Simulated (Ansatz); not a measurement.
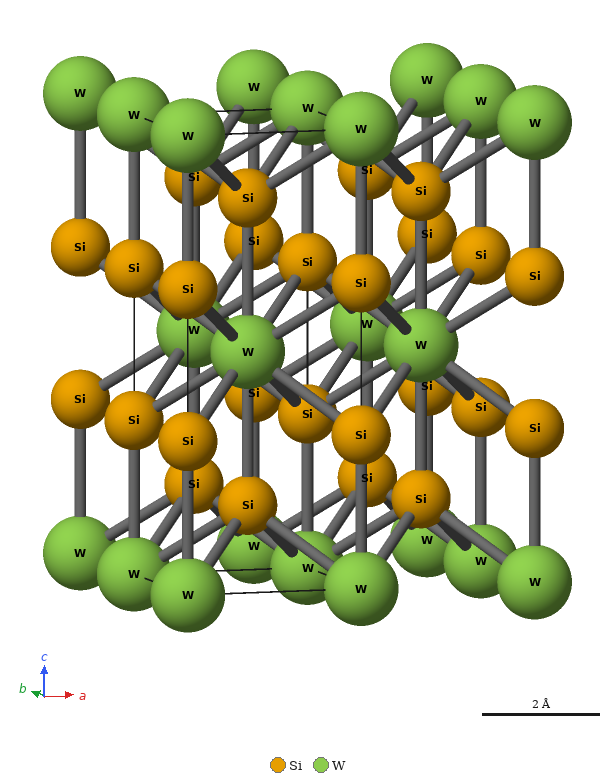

Figure 1. The structure as given in the input (ball-and-stick view of the cell of the calculation, repeated 2 × 2 × 1, seen slightly off an axis). An atom can appear more than once, as a periodic image.

## WSi2: geometry relaxation (part 1 of 2)

System: WSi2 (6 atoms in the cell).
Method: DFT r2SCAN, scalar-relativistic, plane waves, PAW, no spin polarisation (Ansatz 0.2.0).

The structure derives from an entry of the Crystallography Open Database. It belongs to a series of runs on one base structure; here: biaxial strain in the a-b plane, c and atoms relaxed: -3.0 %.

**Output**
```
Engine: ansatz 0.2.0, x86_64-unknown-linux-gnu
Pseudopotentials: kind: paw
Pseudopotential: Si, paw, valence charge 4, recommended cutoff 500 eV (meta_gga), Si.paw.azcp
Pseudopotential: W, paw, valence charge 14, recommended cutoff 500 eV (meta_gga), W.paw.azcp
Functional definition: r2SCAN
  parameter k0 = 0.174
  parameter k1 = 0.065
  parameter a1 = 4.9479
  exchange = r2scan_x(k0 = k0, k1 = k1, a1 = a1)
  correlation = r2scan_c
Crystal: 6 atoms, lattice volume = 77.091 Å³
Basis set: ecut = 500 eV, 1961 PW (Γ), exchange–correlation on 96×96×240 points (64 copies of the dense FFT grid, shifted against one another)
Bands: 28, of which v1, the nominal top of the filled ones, is band 22 counted from 1 (21 counted from 0)
Symmetry: 32 space group operations
Space group: I4/mmm (ITA 139), of the structure as read, at distance tolerance 4.3e-5 Å
k-points: 112 of 864
Non-local potential: Si, projectors of the file, l = 0: 2, l = 1: 2, l = 2: 2
Non-local potential: W, projectors of the file, l = 0: 3, l = 1: 2, l = 2: 2, l = 3: 1
PAW form: soft (Blöchl's): semilocal exchange-correlation on the pseudo side does not see the compensation charge
PAW frozen core: Si, regenerated for the run's functional (the file was generated under x = pbe(κ = 0.804, μ = 0.2195149727645171), c = pbe(β = 0.06672455060314922))
PAW frozen core: W, regenerated for the run's functional (the file was generated under x = pbe(κ = 0.804, μ = 0.2195149727645171), c = pbe(β = 0.06672455060314922))
PAW one-centre angular grid: Si, 302 points (default); XC on 160 Gauss nodes
PAW one-centre angular grid: W, 590 points (default); XC on 160 Gauss nodes
Initial density: superposition of atomic densities (neutral atoms: chi_scale 0, normalization atom), corrected by the library's trained network
Initial wavefunctions: pseudopotential atomic-orbital guess
Functional: x = r2scan, c = r2scan; τ floored in thin density (d = 2e-4 eV/Å³)
SCF iter   1: F=—  HF=-23352.358662 eV  |F-HF|=—  |Δ(HF+E_count)|=         —  Δρ=1.02e-2  dr2=1.14e-1  dr2_τ=1.99e-1  ethr=1.77e-3  ⟨swp⟩=6.6  Hψ=15559  notcnv=0
preconditioner: auto → Kerker (q_TF=auto, 2.485 Å⁻¹)  [metal: Δε(μ)=0.028 eV  Ē_g=8.391 eV  σ=0.100 eV  W_gap=0.15  n_scr=18 (ndim 8)  ℏωp=22.4 eV  f_vac=0.000  D(μ)=0.74/eV (n_scr^D=2)]
SCF iter   2: F=—  HF=-23352.471541 eV  |F-HF|=—  |Δ(HF+E_count)|=   1.13e-1  Δρ=4.92e-3  dr2=1.49e-2  dr2_τ=1.84e-3  ethr=2.59e-4  ⟨swp⟩=2.0  Hψ=6060  notcnv=0  defer=177
SCF iter   3: F=—  HF=-23352.472231 eV  |F-HF|=—  |Δ(HF+E_count)|=   6.90e-4  Δρ=2.08e-3  dr2=2.62e-3  dr2_τ=1.31e-4  ethr=3.39e-5  ⟨swp⟩=2.6  Hψ=4495  notcnv=0  defer=177
SCF iter   4: F=—  HF=-23352.471973 eV  |F-HF|=—  |Δ(HF+E_count)|=   2.58e-4  Δρ=2.46e-4  dr2=5.87e-5  dr2_τ=2.66e-6  ethr=5.95e-6  ⟨swp⟩=2.0  Hψ=4334  notcnv=0  defer=177
SCF iter   5: F=—  HF=-23352.471969 eV  |F-HF|=—  |Δ(HF+E_count)|=   4.05e-6  Δρ=3.27e-5  dr2=7.07e-7  dr2_τ=2.16e-7  ethr=1.34e-7  ⟨swp⟩=2.0  Hψ=4477  notcnv=0  defer=177
SCF iter   6: F=-23352.471970 eV  HF=-23352.471969 eV  |F-HF|=7.51e-8  |Δ(HF+E_count)|=   4.77e-7  Δρ=1.00e-5  dr2=7.09e-8  dr2_τ=2.45e-9  ethr=2.27e-10  ⟨swp⟩=14.0  Hψ=23347  notcnv=0
SCF 1 converged in 6 iterations: F = -23352.471970 eV  dr2 = 7.09e-8
  greatest PAW one-centre occupation: 0.999 electrons in one spin orbital (limit 2), on the W atom at site 5 (counted from 0), in its partial waves of l = 0
relax step   1: F+E_penalty+E_count = -23352.47196957 eV  Δ(F+E_penalty+E_count) = +0.000e0 eV  max|allowed force component| = 5.124e-2 eV/Å  Δτ_max = 0.0000 Å  P = +10.362 GPa  Ω = 77.091 Å³  fix = [a, b, gamma]  reactions: a +17.213, b +17.213 GPa  (6 SCF iters, dr2 threshold 1.00e-7 eV, accepted)
Crystal: 6 atoms, lattice volume = 76.464 Å³
Basis set: ecut = 500 eV, 1937 PW (Γ), exchange–correlation on 96×96×240 points (64 copies of the dense FFT grid, shifted against one another)
Initial density: handed on by an earlier stage of this run
Initial wavefunctions: those handed on with the density
iter 1 solved again at ethr=2.66e-6 eV; its pass at ethr=3.10e-3 eV (dr2=1.17e-3 eV) is discarded
SCF iter   1: F=—  HF=-23352.473432 eV  |F-HF|=—  |Δ(HF+E_count)|=         —  Δρ=1.21e-3  dr2=1.24e-3  dr2_τ=5.05e-3  ethr=2.66e-6  ⟨swp⟩=2.3  Hψ=16400  notcnv=0
preconditioner: auto → Kerker (q_TF=auto, 2.488 Å⁻¹)  [metal: Δε(μ)=0.035 eV  Ē_g=8.485 eV  σ=0.100 eV  W_gap=0.19  n_scr=18 (ndim 8)  ℏωp=22.5 eV  f_vac=0.000  D(μ)=0.61/eV (n_scr^D=2)]
SCF iter   2: F=—  HF=-23352.476730 eV  |F-HF|=—  |Δ(HF+E_count)|=   3.30e-3  Δρ=6.41e-4  dr2=4.47e-4  dr2_τ=1.23e-5  ethr=2.66e-6  ⟨swp⟩=2.0  Hψ=5102  notcnv=0
SCF iter   3: F=—  HF=-23352.476645 eV  |F-HF|=—  |Δ(HF+E_count)|=   8.49e-5  Δρ=2.40e-4  dr2=6.04e-5  dr2_τ=1.47e-5  ethr=1.02e-6  ⟨swp⟩=2.1  Hψ=4502  notcnv=0
SCF iter   4: F=—  HF=-23352.476634 eV  |F-HF|=—  |Δ(HF+E_count)|=   1.03e-5  Δρ=7.97e-5  dr2=6.97e-6  dr2_τ=4.33e-7  ethr=1.37e-7  ⟨swp⟩=2.4  Hψ=4985  notcnv=0
SCF iter   5: F=-23352.476634 eV  HF=-23352.476634 eV  |F-HF|=1.71e-7  |Δ(HF+E_count)|=   6.29e-7  Δρ=2.50e-5  dr2=5.63e-7  dr2_τ=1.89e-8  ethr=1.36e-9  ⟨swp⟩=8.6  Hψ=23751  notcnv=0
the search or the solves at the SCF's close seem to have found levels that the self-consistency loop had missed (the run counts 1). By its estimate they hold under 1e-12 electrons; where the run keeps them, the occupations were computed again with them
SCF 2 converged in 5 iterations: F = -23352.476634 eV  dr2 = 5.63e-7
relax step   2: F+E_penalty+E_count = -23352.47663367 eV  Δ(F+E_penalty+E_count) = -4.664e-3 eV  max|allowed force component| = 3.744e-2 eV/Å  Δτ_max = 0.0023 Å  P = +12.680 GPa  Ω = 76.464 Å³  energy of the carried Pulay correction = +1.511e-4 eV  fix = [a, b, gamma]  reactions: a +18.369, b +18.369 GPa  (5 SCF iters, dr2 threshold 6.00e-7 eV, accepted)
Crystal: 6 atoms, lattice volume = 76.629 Å³
iter 1 solved again at ethr=1.79e-7 eV; its pass at ethr=3.10e-3 eV (dr2=7.86e-5 eV) is discarded
SCF iter   1: F=—  HF=-23352.477097 eV  |F-HF|=—  |Δ(HF+E_count)|=         —  Δρ=3.22e-4  dr2=7.94e-5  dr2_τ=3.68e-4  ethr=1.79e-7  ⟨swp⟩=2.8  Hψ=15901  notcnv=0
preconditioner: auto → Kerker (q_TF=auto, 2.487 Å⁻¹)  [metal: Δε(μ)=0.040 eV  Ē_g=8.467 eV  σ=0.100 eV  W_gap=0.22  n_scr=18 (ndim 8)  ℏωp=22.4 eV  f_vac=0.000  D(μ)=0.62/eV (n_scr^D=2)]
SCF iter   2: F=—  HF=-23352.477333 eV  |F-HF|=—  |Δ(HF+E_count)|=   2.37e-4  Δρ=1.54e-4  dr2=1.68e-5  dr2_τ=1.30e-6  ethr=1.79e-7  ⟨swp⟩=2.0  Hψ=5133  notcnv=0
SCF iter   3: F=—  HF=-23352.477332 eV  |F-HF|=—  |Δ(HF+E_count)|=   1.69e-6  Δρ=6.48e-5  dr2=3.15e-6  dr2_τ=4.68e-7  ethr=3.81e-8  ⟨swp⟩=2.4  Hψ=4673  notcnv=0
SCF iter   4: F=-23352.477331 eV  HF=-23352.477331 eV  |F-HF|=3.94e-8  |Δ(HF+E_count)|=   2.68e-7  Δρ=1.32e-5  dr2=1.64e-7  dr2_τ=8.46e-9  ethr=1.36e-9  ⟨swp⟩=7.9  Hψ=22186  notcnv=0
SCF 3 converged in 4 iterations: F = -23352.477331 eV  dr2 = 1.64e-7
relax step   3: F+E_penalty+E_count = -23352.47733140 eV  Δ(F+E_penalty+E_count) = -6.977e-4 eV  max|allowed force component| = 1.475e-2 eV/Å  Δτ_max = 0.0006 Å  P = +12.019 GPa  Ω = 76.629 Å³  energy of the carried Pulay correction = +1.112e-4 eV  fix = [a, b, gamma]  reactions: a +18.027, b +18.027 GPa  (4 SCF iters, dr2 threshold 6.00e-7 eV, accepted)
iter 1 solved again at ethr=1.01e-8 eV; its pass at ethr=3.10e-3 eV (dr2=4.45e-6 eV) is discarded
SCF iter   1: F=—  HF=-23352.477350 eV  |F-HF|=—  |Δ(HF+E_count)|=         —  Δρ=4.83e-5  dr2=4.18e-6  dr2_τ=3.77e-7  ethr=1.01e-8  ⟨swp⟩=2.0  Hψ=13863  notcnv=0
preconditioner: auto → Kerker (q_TF=auto, 2.487 Å⁻¹)  [metal: Δε(μ)=0.041 eV  Ē_g=8.467 eV  σ=0.100 eV  W_gap=0.22  n_scr=18 (ndim 8)  ℏωp=22.4 eV  f_vac=0.000  D(μ)=0.62/eV (n_scr^D=2)]
SCF iter   2: F=—  HF=-23352.477350 eV  |F-HF|=—  |Δ(HF+E_count)|=   3.69e-7  Δρ=2.62e-5  dr2=1.11e-6  dr2_τ=3.97e-8  ethr=9.50e-9  ⟨swp⟩=2.1  Hψ=4393  notcnv=0
SCF iter   3: F=—  HF=-23352.477350 eV  |F-HF|=—  |Δ(HF+E_count)|=   2.15e-7  Δρ=6.66e-6  dr2=7.45e-8  dr2_τ=6.58e-9  ethr=2.53e-9  ⟨swp⟩=2.3  Hψ=4402  notcnv=0
SCF iter   4: F=-23352.477350 eV  HF=-23352.477350 eV  |F-HF|=1.96e-9  |Δ(HF+E_count)|=   3.93e-9  Δρ=1.60e-6  dr2=1.51e-9  dr2_τ=2.79e-11  ethr=3.09e-11  ⟨swp⟩=8.1  Hψ=18498  notcnv=0
SCF 4 converged in 4 iterations: F = -23352.477350 eV  dr2 = 1.51e-9
relax step   4: F+E_penalty+E_count = -23352.47734981 eV  Δ(F+E_penalty+E_count) = -1.841e-5 eV  max|allowed force component| = 4.331e-3 eV/Å  Δτ_max = 0.0005 Å  P = +12.005 GPa  Ω = 76.629 Å³  energy of the carried Pulay correction = +1.113e-4 eV  fix = [a, b, gamma]  reactions: a +18.014, b +18.014 GPa  (4 SCF iters, dr2 threshold 1.36e-8 eV, accepted)
Initial wavefunctions: pseudopotential atomic-orbital guess (no wavefunctions were taken with the density)
iter 1 solved again at ethr=1.11e-7 eV; its pass at ethr=3.10e-3 eV (dr2=4.88e-5 eV) is discarded
SCF iter   1: F=—  HF=-23352.477238 eV  |F-HF|=—  |Δ(HF+E_count)|=         —  Δρ=1.47e-5  dr2=1.87e-8  dr2_τ=2.19e-7  ethr=1.11e-7  ⟨swp⟩=3.2  Hψ=23600  notcnv=0
eigensolver tolerance schedule: the retry pair's looser diagonalisation over-reported the residual by 2608.57 of it (diagonalisation noise at 0.10 of the residual, at the tolerance the schedule requests for it); recorded, not acted on — ethr = c·dr2/N_el stays at c = 1.0e-1
SCF iter   2: F=—  HF=-23352.477244 eV  |F-HF|=—  |Δ(HF+E_count)|=   6.00e-6  Δρ=7.75e-6  dr2=5.51e-9  dr2_τ=7.31e-9  ethr=4.25e-11  ⟨swp⟩=3.0  Hψ=6667  notcnv=0
SCF iter   3: F=—  HF=-23352.477244 eV  |F-HF|=—  |Δ(HF+E_count)|=   7.97e-9  Δρ=6.15e-7  dr2=1.85e-10  dr2_τ=8.36e-11  ethr=1.25e-11  ⟨swp⟩=2.1  Hψ=5171  notcnv=0
SCF iter   4: F=—  HF=-23352.477244 eV  |F-HF|=—  |Δ(HF+E_count)|=  2.62e-10  Δρ=2.55e-7  dr2=4.06e-11  dr2_τ=2.16e-12  ethr=1.00e-12  ⟨swp⟩=2.2  Hψ=4159  notcnv=0
SCF iter   5: F=-23352.477244 eV  HF=-23352.477244 eV  |F-HF|=1.46e-11  |Δ(HF+E_count)|=  8.00e-11  Δρ=6.86e-8  dr2=2.56e-12  dr2_τ=7.87e-13  ethr=1.00e-12  ⟨swp⟩=5.4  Hψ=15338  notcnv=0
SCF 5 converged in 5 iterations: F = -23352.477244 eV  dr2 = 2.56e-12
relax step   5: F+E_penalty+E_count = -23352.47724377 eV  Δ(F+E_penalty+E_count) = +1.060e-4 eV  max|allowed force component| = 4.342e-3 eV/Å  Δτ_max = 0.0000 Å  P = +12.005 GPa  Ω = 76.629 Å³  fix = [a, b, gamma]  reactions: a +18.014, b +18.014 GPa  stress off target by 1.49e-2 GPa on what of the cell is left free  SCF on the basis re-selected at this cell (its energy is not comparable with the rows above)  (5 SCF iters)
```

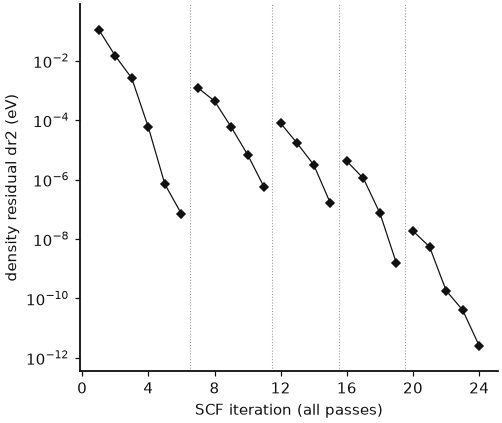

Figure 2. Convergence of the self-consistent field: density residual dr2 against the SCF iteration. The dotted lines part the SCF passes of the relaxation: geometry steps, rejected trials and re-solves on a re-selected basis. The 5 passes take 4 to 6 iterations each, 24 in all.

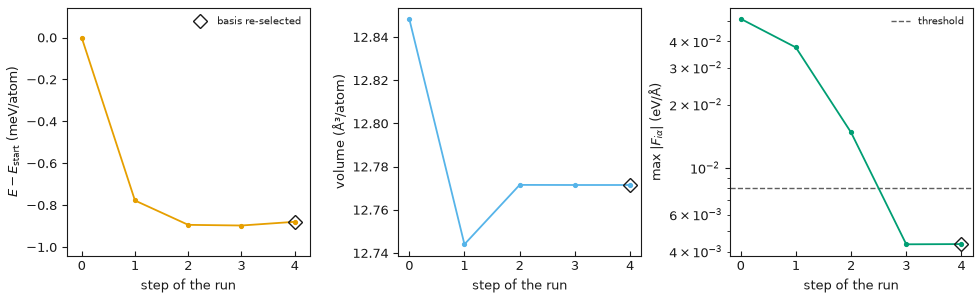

Figure 3. Progress of the relaxation, step by step (the first geometry is step 0 here and step 1 in the log).

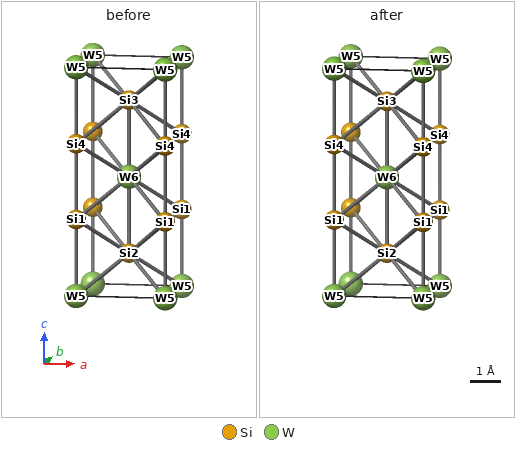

Figure 4. Before (left) and after (right) the relaxation, at one scale (ball-and-stick view of the cell of the calculation, seen slightly off an axis). After 3 geometry steps the energy has fallen by 0.9 meV per atom. The largest force component goes from 0.051 to 0.0043 eV/Å. The pressure goes from 10.36 to 12.00 GPa. No atom moves by more than 0.005 Å relative to the cell. The drawn cell changes as follows: a = b stay at 3.115 Å, c 7.945 → 7.898 Å (−0.6 %); the volume changes by −0.6 %. Among the contacts that change: Si1–W5 2.657 → 2.637 Å, Si1–Si4 2.632 → 2.623 Å, Si1–Si2 2.579 → 2.571 Å. The space group stays I4/mmm (No. 139). A last SCF at the same geometry on a re-selected plane-wave basis shifts the energy by +0.0 meV per atom. (Atoms are counted from 1 in the order of the input.)
